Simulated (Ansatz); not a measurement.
Run report: Ni, geometry relaxation (part 2 of 2)

Continued. System: Ni (Im-3m, 1 atom in the cell). Method: DFT, PBE, PAW with Ansatz's default frozen-core files, scalar-relativistic, spin-polarised (Ansatz 0.2.0); cutoff 420 eV, 24×24×24 k-mesh, Fermi–Dirac smearing of 0.08 eV, collinear spins. The structure was built on a prototype by a generator; it need not be a known phase. Its volume is 0.49 times that of the source entry. It belongs to a series of runs on one base structure; here: bcc relaxed under pressure, PAW files.

Geometry of the input (Å; fractional positions):
```
-1.1036  1.1036  1.1036
1.1036  -1.1036  1.1036
1.1036  1.1036  -1.1036
Ni 0.0000  0.0000  0.0000
```

Log, continued:
```
SCF iter   1: F=—  HF=-5833.046679 eV  |F-HF|=—  |Δ(HF+E_count)|=         —  Δρ=9.10e-5 (↑6.03e-5 ↓9.10e-5)  dr2=2.87e-7  dr2_m=9.90e-8  M=0.000 μB ∫|m|=0.000 μB  β_m=0.30  ethr=1.17e-9  ⟨swp⟩=2.2  Hψ=70854  notcnv=0
preconditioner: auto → none  [metal: Δε(μ)=0.004 eV  Ē_g=28.104 eV  σ=0.080 eV  W_gap=0.01  n_scr=0 (ndim 8)  ℏωp=50.6 eV  f_vac=0.000  D(μ)=0.78/eV (n_scr^D=12)]
iter 2 did not close the SCF: its close was put off for a magnetic moment that had not settled (scf_convergence_deferred on its scf_iter line)
SCF iter   2: F=-5833.046679 eV  HF=-5833.046678 eV  |F-HF|=6.83e-8  |Δ(HF+E_count)|=   3.78e-8  Δρ=3.49e-5 (↑3.49e-5 ↓3.47e-5)  dr2=7.44e-9  dr2_m=5.06e-8  M=0.000 μB ∫|m|=0.000 μB  β_m=0.35  ethr=5.56e-10  ⟨swp⟩=6.3  Hψ=68508  notcnv=0
iter 3 did not close the SCF: its close was put off for a magnetic moment that had not settled (scf_convergence_deferred on its scf_iter line)
SCF iter   3: F=-5833.046679 eV  HF=-5833.046679 eV  |F-HF|=2.71e-8  |Δ(HF+E_count)|=   4.86e-8  Δρ=2.27e-5 (↑1.95e-5 ↓2.27e-5)  dr2=4.03e-9  dr2_m=1.78e-8  M=0.000 μB ∫|m|=0.000 μB  β_m=0.56  ethr=4.13e-11  ⟨swp⟩=5.4  Hψ=61477  notcnv=0
iter 4 did not close the SCF: its close was put off for a magnetic moment that had not settled (scf_convergence_deferred on its scf_iter line)
SCF iter   4: F=-5833.046679 eV  HF=-5833.046679 eV  |F-HF|=4.92e-10  |Δ(HF+E_count)|=   3.10e-8  Δρ=3.37e-6 (↑3.12e-6 ↓3.37e-6)  dr2=1.12e-9  dr2_m=2.10e-11  M=0.000 μB ∫|m|=0.000 μB  β_m=0.73  ethr=2.24e-11  ⟨swp⟩=5.1  Hψ=62802  notcnv=0
SCF iter   5: F=-5833.046679 eV  HF=-5833.046679 eV  |F-HF|=2.73e-12  |Δ(HF+E_count)|=  3.11e-10  Δρ=5.31e-7 (↑5.31e-7 ↓3.84e-7)  dr2=5.24e-13  dr2_m=1.03e-11  M=0.000 μB ∫|m|=0.000 μB  ethr=6.24e-12  ⟨swp⟩=4.8  Hψ=52816  notcnv=0
the starting moments were not kept: the SCF closed with an absolute magnetisation of 2.3e-6 μB, where they sum to 1 μB in size (1 site). That is at most 0.1 of that sum. Measured as dr2_m measures the in/out step, that magnetisation stands 1.8e-11 eV from none, at or under the dr2_threshold of 1.0e-7 eV: it is no larger than a step whose dr2_m would equal this threshold.
SCF 3 converged in 5 iterations: F = -5833.046679 eV  dr2 = 5.24e-13
relax step   3: F+E_penalty+E_count = -5833.04667856 eV  Δ(F+E_penalty+E_count) = +9.077e-3 eV  max|allowed force component| = 0.000e0 eV/Å  Δτ_max = 0.0000 Å  P = +739.998 GPa  Ω = 5.387 Å³  energy of the carried Pulay correction = -6.817e-5 eV  (5 SCF iters, accepted)
Initial wavefunctions: pseudopotential atomic-orbital guess (no wavefunctions were taken with the density)
iter 1 solved again at ethr=5.06e-8 eV; its pass at ethr=3.10e-3 eV (dr2=9.11e-6 eV) is discarded
SCF iter   1: F=—  HF=-5833.046739 eV  |F-HF|=—  |Δ(HF+E_count)|=         —  Δρ=5.93e-6 (↑5.93e-6 ↓5.28e-6)  dr2=1.08e-9  dr2_m=1.04e-11  M=0.000 μB ∫|m|=0.000 μB  β_m=0.30  ethr=5.06e-8  ⟨swp⟩=3.3  Hψ=89185  notcnv=0
eigensolver tolerance schedule: the retry pair's looser diagonalisation over-reported the residual by 8454.81 of it (diagonalisation noise at 0.16 of the residual, at the tolerance the schedule requests for it); recorded, not acted on — ethr = c·dr2/N_el stays at c = 1.0e-1
SCF iter   2: F=—  HF=-5833.046739 eV  |F-HF|=—  |Δ(HF+E_count)|=   3.47e-7  Δρ=3.85e-6 (↑3.85e-6 ↓3.35e-6)  dr2=3.62e-10  dr2_m=7.95e-12  M=0.000 μB ∫|m|=0.000 μB  β_m=0.57  ethr=3.04e-12  ⟨swp⟩=6.2  Hψ=75349  notcnv=0
SCF iter   3: F=-5833.046739 eV  HF=-5833.046739 eV  |F-HF|=4.91e-11  |Δ(HF+E_count)|=  5.51e-10  Δρ=1.42e-6 (↑1.42e-6 ↓9.94e-7)  dr2=1.06e-10  dr2_m=2.86e-12  M=0.000 μB ∫|m|=0.000 μB  ethr=2.01e-12  ⟨swp⟩=4.6  Hψ=51411  notcnv=0
the starting moments were not kept: the SCF closed with an absolute magnetisation of 1.1e-6 μB, where they sum to 1 μB in size (1 site). That is at most 0.1 of that sum. Measured as dr2_m measures the in/out step, that magnetisation stands 4.2e-12 eV from none, at or under the dr2_threshold of 5.5e-10 eV: it is no larger than a step whose dr2_m would equal this threshold.
SCF 4 converged in 3 iterations: F = -5833.046739 eV  dr2 = 1.06e-10
relax step   4: F+E_penalty+E_count = -5833.04673935 eV  Δ(F+E_penalty+E_count) = -6.079e-5 eV  max|allowed force component| = 0.000e0 eV/Å  Δτ_max = 0.0000 Å  P = +739.993 GPa  Ω = 5.387 Å³  stress off target by 6.72e-3 GPa  SCF on the basis re-selected at this cell (its energy is not comparable with the rows above)  (3 SCF iters)
```

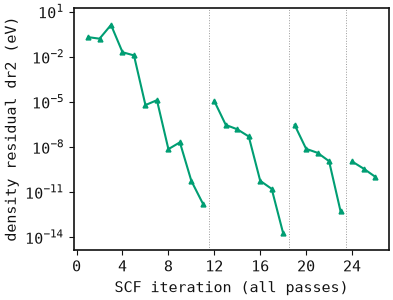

Convergence of the self-consistent field: density residual dr2 against the SCF iteration. The dotted lines part the SCF passes of the relaxation: geometry steps, rejected trials and re-solves on a re-selected basis. The passes take 11, 7, 5 and 3 iterations.

```
basis re-selected at this cell: Δ(F+E_penalty+E_count) = -6.079e-5 eV, ΔP = -0.005 GPa vs the last step (what re-selecting the basis moved, of the pressure what is left beyond the Pulay correction that the steps carried, after the strain that the cell walked since its last selection, with what the two solves' SCF thresholds leave and, on support functions, any second-order correction that the steps lacked; it is no measure of the basis error at this ecutwfc). This SCF's stress stands 6.72e-3 GPa from its target on what of the cell is left free (relax.cell.stress_tol is 3.70e-1 GPa) and its largest allowed force component is 0.00e0 eV/Å (relax.f_tol is 5.00e-3 eV/Å): within both
SCF converged after 3 iterations
Magnetization: 0.0000 μB (9.0000 up, 9.0000 down)
Absolute magnetization: 0.0000 μB (∫|ρ↑−ρ↓|, with the PAW one-centre terms)
Spin contamination: 0.0000 ħ² per cell (⟨S²⟩ above its minimum at these occupations)
Per-site moments (μB) at R_I (Å): [(1.102209186107692e-6, 0.788995948659015)]
Free energy (F): -5833.046739 eV
Harris-Foulkes:  -5833.046739 eV  (|F-HF|=4.91e-11)
Internal energy: -5833.030701 eV  (E = F + TS)
E sigma→0 (E₀):  -5833.038720 eV
Entropy (-TS):   -0.016038 eV (-16.038 meV/atom)
Fermi energy:    41.310461 eV
--- Per-component energies (eV) ---
  E_band       = 87.815350
  E_kinetic    = 307.486394
  E_local      = -2221.642052  (includes V_loc(G=0)·N_el)
  E_nonlocal   = 650.519823
  E_hartree    = 1001.929349
  E_xc         = -92.791044
  E_vxc        = -120.179993  (∫ρ·V_xc dr)
  E_paw        = -1634.771125  (= ΣΔE_a)
  E_vpaw       = -532.228599  (= ΣTr[D̂ρ^β])
  E_aug_tail   = 0.000418  (compensation charges beyond the density's cutoff)
  E_ewald      = -3843.762464
  E_smearing   = -0.016038  (= −TS)
  E_closure    = -0.000000  (closes the sum)
  Σ components = -5833.046739   (vs F -5833.046739, Δ=0.00e0)
--- Forces (eV/Å), atoms counted from 1 ---
  atom   1  Ni     0.00000000     0.00000000     0.00000000
  max |Σ_I F_I| component: 1.40e-31 eV/Å
--- Stress (GPa, compression-positive) ---
      739.993283       0.000000       0.000000
       -0.000000     739.993283       0.000000
        0.000000      -0.000000     739.993283
  P = ⅓ Tr σ = 739.9933 GPa (7399.933 kbar)
--- Band table (eV; the first three rows and the last of 826) ---
  k-point 0 ↑: bands = ["-64.2914", "-23.3435", "-23.3435", "-23.3435", "26.7905", "35.9547", "35.9547", "35.9547", "39.4734", "39.4734", "73.8773", "73.8773", "73.8773", "85.2646"]
  k-point 1 ↑: bands = ["-64.2814", "-23.3855", "-23.3558", "-23.3440", "26.9195", "35.9034", "35.9499", "36.0476", "39.4132", "39.4778", "73.5677", "73.8413", "73.9617", "85.0531"]
  k-point 2 ↑: bands = ["-64.2521", "-23.5073", "-23.3919", "-23.3455", "27.2978", "35.7542", "35.9282", "36.3222", "39.2556", "39.4918", "72.7169", "73.6851", "74.1993", "84.6087"]
  k-point 412 ↓: bands = ["-63.3104", "-24.8770", "-24.8770", "-24.8770", "29.9910", "29.9910", "41.7779", "41.7779", "41.7779", "57.1615", "57.1615", "57.1615", "65.9931", "65.9931"]
--- Relaxed structure (3 steps of the walk, 3 accepted, 1 SCFs on fresh bases) ---
  F+E_penalty+E_count = -5833.04673935 eV   max|allowed force component| = 0.000e0 eV/Å   (the final SCF, on the basis selected at the relaxed cell)
  cell:  # Å, volume = 5.3868 Å³
    - [-1.1043079353886216, 1.1043079353886216, 1.1043079353886216]
    - [1.1043079353886216, -1.1043079353886216, 1.1043079353886216]
    - [1.1043079353886216, 1.1043079353886216, -1.1043079353886216]
  atoms:
    - { symbol: Ni, position: [0.0, 0.0, 0.0] }
```

File v_z.tsv:
```
# z_ang	v_es[eV]	v_tot_up[eV]	v_tot_dn[eV]
# format = ansatz-planar-average/11
# xc	pbe
# density_cutoff_ev	1680
# datasets	Ni=:simpson_from_first_knot:soft
# lattice	-1.104307935	1.104307935	1.104307935
# lattice	1.104307935	-1.104307935	1.104307935
# lattice	1.104307935	1.104307935	-1.104307935
# sites	1
# site	28	0.000000000	0.000000000	0.000000000
0.000000	5.810527e0	-1.223325e1	-1.223325e1
0.127514	6.533659e0	-1.138588e1	-1.138588e1
0.255029	8.639730e0	-8.927403e0	-8.927403e0
0.382543	1.192570e1	-5.121058e0	-5.121058e0
0.510058	1.604198e1	-4.029412e-1	-4.029412e-1
0.637572	2.046258e1	4.614160e0	4.614160e0
0.765087	2.442614e1	9.081188e0	9.081188e0
0.892601	2.681684e1	1.177183e1	1.177183e1
1.020116	2.681684e1	1.177183e1	1.177183e1
1.147630	2.442614e1	9.081188e0	9.081188e0
1.275145	2.046258e1	4.614160e0	4.614160e0
1.402659	1.604198e1	-4.029412e-1	-4.029412e-1
1.530174	1.192570e1	-5.121058e0	-5.121058e0
1.657688	8.639730e0	-8.927403e0	-8.927403e0
1.785203	6.533659e0	-1.138588e1	-1.138588e1
```

Trajectory as extended XYZ (Å, eV, eV/Å), 4 frames, from step=1 to step=4:
```
1
Lattice="-1.1036 1.1036 1.1036 1.1036 -1.1036 1.1036 1.1036 1.1036 -1.1036" Properties=species:S:1:pos:R:3:forces:R:3 step=1 energy=-5832.99966 pressure_GPa=745.17
Ni    0.0000    0.0000    0.0000    0.0000   0.0000   0.0000
1
Lattice="-1.1044 1.1044 1.1044 1.1044 -1.1044 1.1044 1.1044 1.1044 -1.1044" Properties=species:S:1:pos:R:3:forces:R:3 step=2 energy=-5833.05576 pressure_GPa=739.00
Ni    0.0000    0.0000    0.0000    0.0000   0.0000   0.0000
1
Lattice="-1.1043 1.1043 1.1043 1.1043 -1.1043 1.1043 1.1043 1.1043 -1.1043" Properties=species:S:1:pos:R:3:forces:R:3 step=3 energy=-5833.04668 pressure_GPa=740.00
Ni    0.0000    0.0000    0.0000    0.0000   0.0000   0.0000
1
Lattice="-1.1043 1.1043 1.1043 1.1043 -1.1043 1.1043 1.1043 1.1043 -1.1043" Properties=species:S:1:pos:R:3:forces:R:3 step=4 energy=-5833.04674 pressure_GPa=739.99
Ni    0.0000    0.0000    0.0000    0.0000   0.0000   0.0000
```

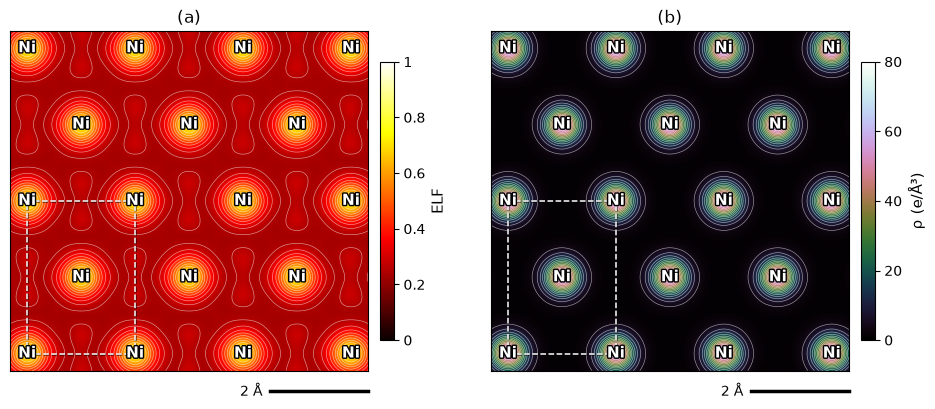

(a) ELF; (b) valence pseudo-density on the (011) plane of the conventional cell. The section cuts through Ni sites. Ni–Ni (1.91 Å): the density is about 1 e/Å³ at the midpoint; the ELF is about 0.25 at the midpoint (no shared electron pair). Away from the nuclei the density in this plane falls to 0.69 e/Å³ at its lowest. The strong features right at Ni lie inside the PAW spheres (semicore, d or f shells) and say nothing about bonding. Core electrons are frozen (PAW), so the fields are smoothed inside the atomic spheres.

Key numbers:

| quantity | value |
| --- | --- |
| outcome | converged |
| space group (tolerance 0.01 Å) | Im-3m (229) |
| electrons treated | 18 |
| free energy | −5833.0467 eV |
| Fermi energy | 41.310 eV |
| net moment of the cell | 0.00 μB |
| integrated absolute moment | 0.00 μB |
| pressure | 739.99 GPa |
| final volume | 5.39 Å³ |
| largest force (length of the vector) at the end | under 0.001 eV/Å |
| final cell | a = 1.913 Å, b = 1.913 Å, c = 1.913 Å, α = 109.47°, β = 109.47°, γ = 109.47° |
| wall time | 19 s (CPU time 37 s) |
| peak memory | 0.35 GiB |

Notes:

Warnings of the run: some starting moments were not kept. The cell was relaxed to the target pressure of the input; what is minimised is then the enthalpy E + pV.
